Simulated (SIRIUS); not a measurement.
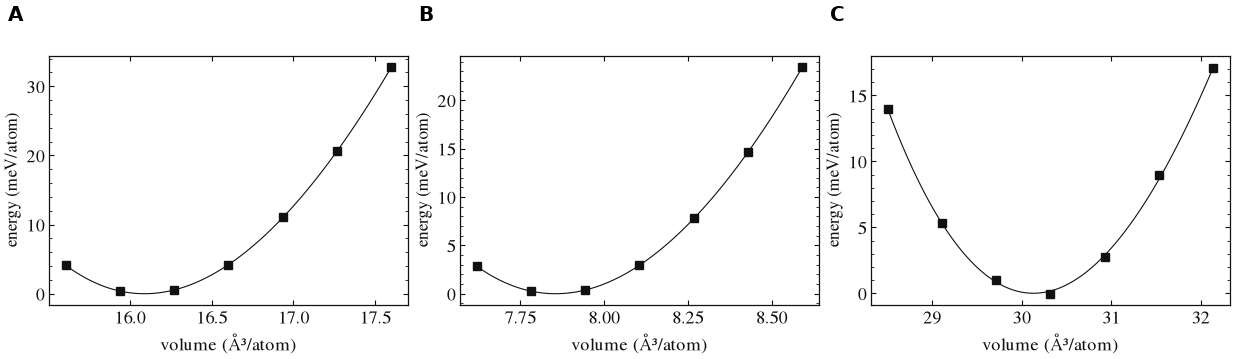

Each panel shows the energy against volume for one of these solids: Al, Fm-3m (No. 225); Be, P6_3/mmc (No. 194); Pb, Fm-3m (No. 225).

How it was computed, with SIRIUS 7.12.0: all-electron LAPW DFT, no spin polarisation; energies at scaled volumes of the given cell, shape and fractions fixed, counted from the fit's minimum, third-order Birch-Murnaghan fit. Level: AM05.

> Match the panels to the solids.

A is Al (energy from 0.40 meV/atom to 32.80 meV/atom, V0 16.09 Å³/atom, B0 86.9 GPa); B is Be (energy from 0.28 meV/atom to 23.44 meV/atom, V0 7.855 Å³/atom, B0 124 GPa); C is Pb (energy from −0.03 meV/atom to 17.06 meV/atom, V0 30.13 Å³/atom, B0 46.1 GPa).

For Be, limits of the calculation: shape and atomic fractions are frozen while scaling, which makes layered, chain and framework solids too stiff.

For Pb, limits of the calculation: spin-orbit coupling left out, heavy elements.
